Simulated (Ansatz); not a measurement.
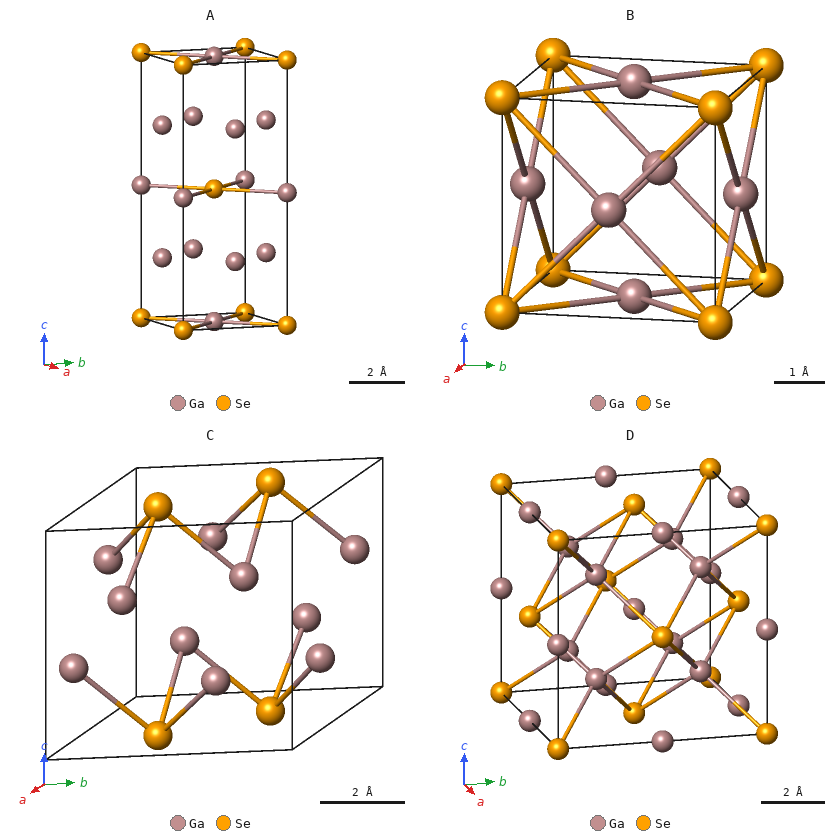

Four structures of Ga3Se, each relaxed to rest (conventional cells in solid outline, small ones repeated, each panel with its own scale). Method: Ansatz, DFT PBE, scalar-relativistic, plane waves, PAW, without spin polarisation.

### Give the type and space group of each panel.

A: 8 atoms a cell on a body-centred tetragonal lattice, I4/mmm; B: Cu₃Au (L1₂) type, Pm-3m; C: 8 atoms a cell on a primitive hexagonal lattice, P-31m; D: D0₃ (BiF₃ or Fe₃Al type), Fm-3m.

### Which of these is lowest in energy, and how far above it do the others lie?

A, then B (+10 meV/atom), C (+25 meV/atom) and D (+118 meV/atom), energies at zero smearing.

### Collect the results in a table.

| panel | structure | E − E(lowest) (meV/atom) | volume (Å³/atom) | gap (eV) |
| --- | --- | --- | --- | --- |
| A | I4/mmm | 0 | 21.0 | metal |
| B | Pm-3m | 10 | 21.4 | metal |
| C | P-31m | 25 | 22.3 | metal |
| D | Fm-3m | 118 | 21.0 | metal |

Some of these may be structure types tried for this composition rather than known phases, and the most stable form need not be among them. Gaps are taken on the k-mesh or band path of each run.
